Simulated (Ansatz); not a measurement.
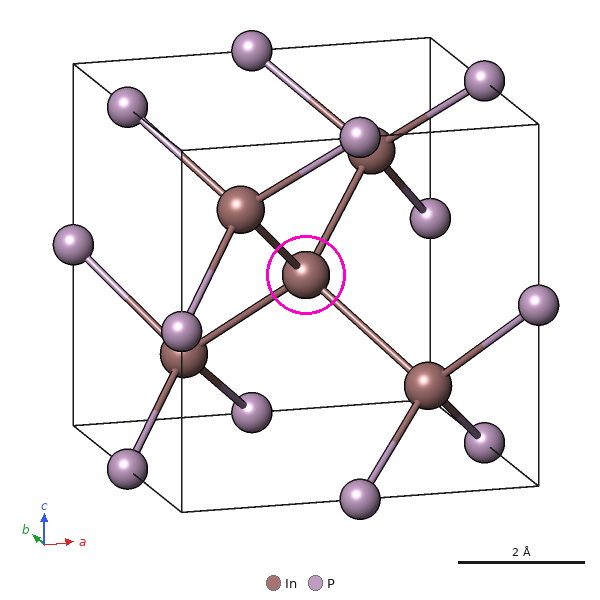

A ball-and-stick picture of a crystal structure, seen slightly off an axis. The wireframe shows the supercell. The host is InP, in a cell of 8 sites, and the cell is neutral. A ring marks the defect's site.

### Spot the defect.

Indium on a phosphorus site (an antisite). It is bonded to four In in a tetrahedral arrangement at about 2.7 Å.

The atoms were relaxed in the host's cell with DFT PBE, scalar-relativistic, plane waves, PAW in Ansatz.
